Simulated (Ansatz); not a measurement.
## Run report: NiO, single-point calculation (part 3 of 3)

Continued. System: NiO (Fm-3m, 4 atoms in the cell). Method: DFT PBEsol+U, non-collinear, scalar-relativistic, plane waves, PAW, Ueff = 1 eV on Ni atom 1 d; Ueff = 1 eV on Ni atom 3 d (Ansatz 0.2.0); cutoff 420 eV, 8×8×8 k-mesh, Gaussian smearing of 0.05 eV, non-collinear spins. The structure derives from an entry of the Crystallography Open Database. It belongs to a series of runs on one base structure; here: canted directions held.

Geometry of the input (Å; fractional positions):
```
0.0000  2.0913  2.0913
4.1826  2.0913  2.0913
4.1826  4.1826  0.0000
Ni 0.0000  0.0000  0.0000
O  0.5000  0.5000  0.0000
Ni -0.0000  0.0000  0.5000
O  0.5000  0.5000  0.5000
```

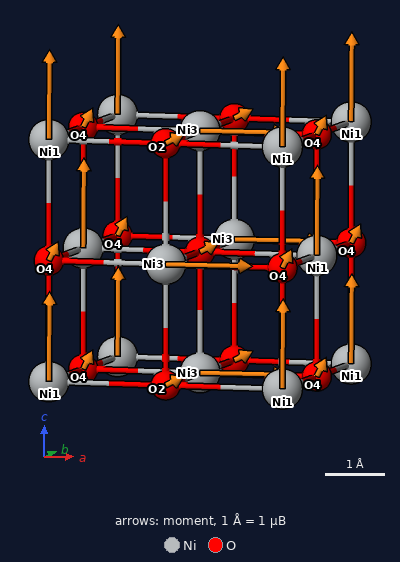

**Figure 1.** Magnetic moments of the sites as orange arrows (ball-and-stick view of the cell 2 times as large as that of the calculation, set on its symmetry axes, seen slightly off an axis; atoms are numbered from 1 in the order of the input); small moments hardly show. Site moments: Ni1, Ni3 (1.58 μB); O2, O4 (0.40 μB). They are counted near the atoms and needn't add up to the moment of the cell.

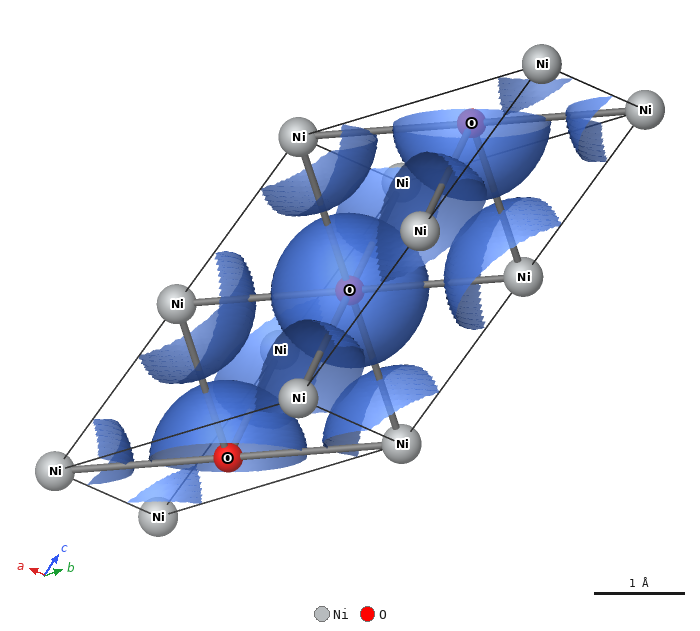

**Figure 2.** Isosurface of the valence charge density (pseudo) at 0.6 e/Å³ (blue), seen at an oblique angle. Sticks mark near contacts. The outline is the calculation cell. At this value the density breaks into separate islands; it holds about 85 % of the electrons treated as valence (semicore included). It is pinched off along the Ni–O (2.09 Å) contacts. On the grid the lowest density along these lines, outside the cores, is 0.44 e/Å³ (Ni–O, 2.09 Å). Core electrons are frozen (PAW), so the fields are smoothed inside the atomic spheres.

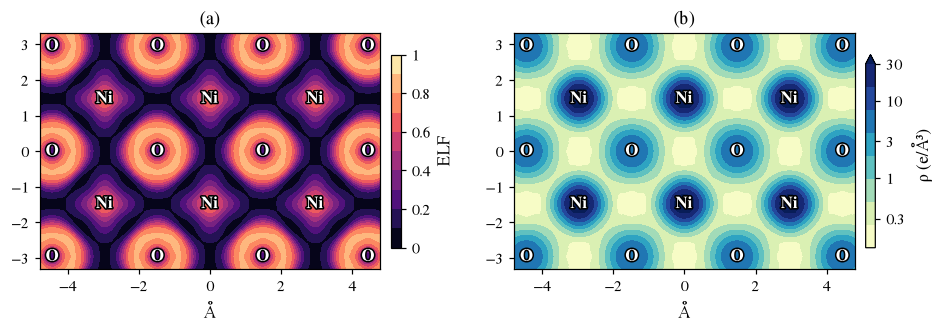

**Figure 3.** (a) ELF; (b) valence electron density on the (011) plane of the calculation cell. The plane passes through O and Ni nuclei. Ni–O (2.09 Å): ρ is about 0.45 e/Å³ halfway; the ELF is about 0.15 at the midpoint; a polar contact without a shared pair, in a metal. Away from the nuclei the density in this plane falls to 0.13 e/Å³ at its lowest. The strong features right at Ni lie inside the PAW spheres (semicore, d or f shells) and say nothing about bonding.

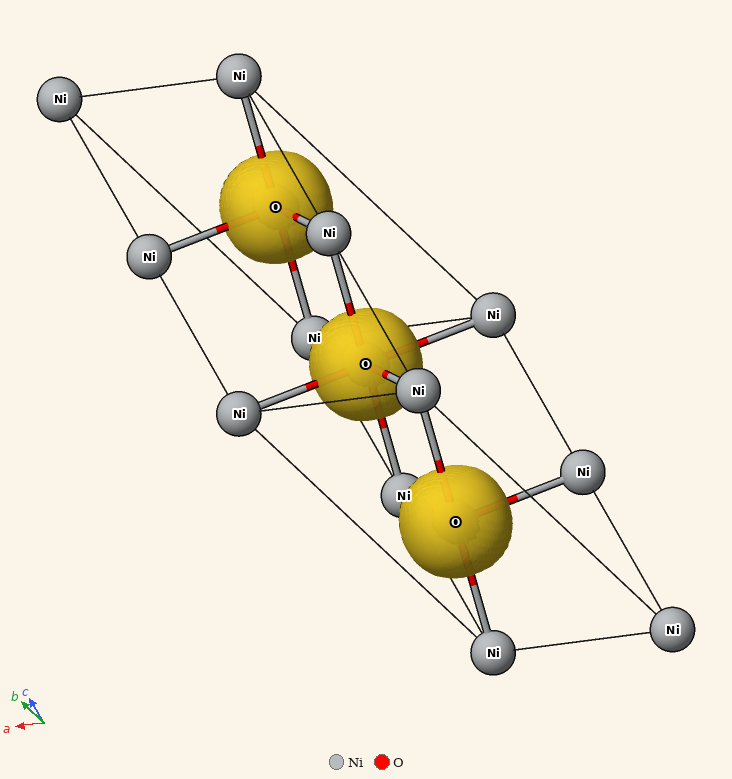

**Figure 4.** Isosurface of the electron localisation function at 0.65 (yellow), seen at an oblique angle. Core shells and regions of very low density are left out. Sticks mark near contacts. The outline is the calculation cell. Values along the shortest contacts: Ni–O (2.09 Å): the ELF is about 0.15 at the midpoint; no shared pair; the contact is polar.
